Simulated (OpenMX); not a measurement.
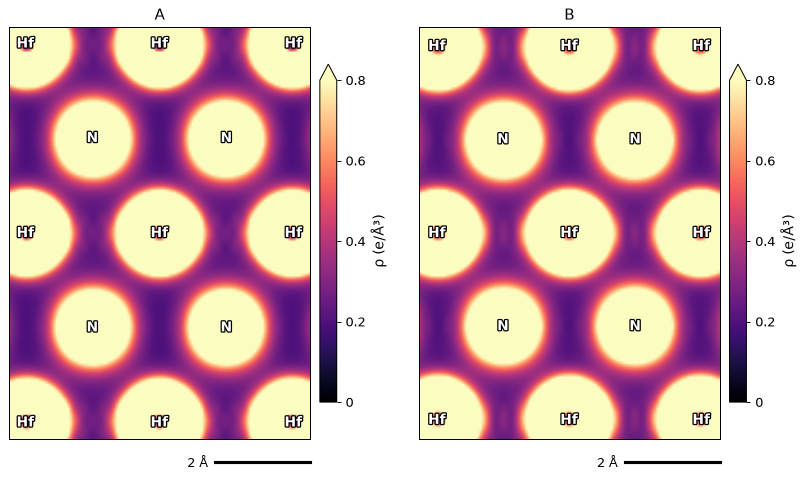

HfN. The valence electron density of two cells that differ in size, on the (011) plane of each (indices in the axes of the calculation cell), at one length scale and on one colour scale; one has 10.8 and the other 11.3 Å³ an atom.

Space group Pm-3m; a generated structure, not necessarily the stable one.

Theory: OpenMX, Kohn-Sham DFT of a periodic cell, PBE, OpenMX 2013 PBE set.

In a pseudopotential calculation such maps are meaningful between the atoms, not at the nuclei.

The larger cell:

```xyz
2
Lattice="2.8250 0.0000 0.0000 0.0000 2.8250 0.0000 0.0000 0.0000 2.8250" Properties=species:S:1:pos:R:3 pbc="T T T"
Hf    1.4125    1.4125    1.4125
N     0.0000    0.0000    0.0000
```

The smaller cell: a = 2.787 Å, b = 2.787 Å, c = 2.787 Å, α = 90.00°, β = 90.00°, γ = 90.00°.

Q: Which panel shows the smaller cell, and what does the compression change?

A: Panel B is the smaller cell, by 4 % in volume. From the larger cell to the smaller, Hf–Hf goes from 2.83 to 2.79 Å, and the density at its midpoint from 0.27 to 0.31 e/Å³; Hf–N goes from 2.45 to 2.41 Å, and the density at its midpoint from 0.33 to 0.35 e/Å³; the pressure goes from −2.4 to 7 GPa.
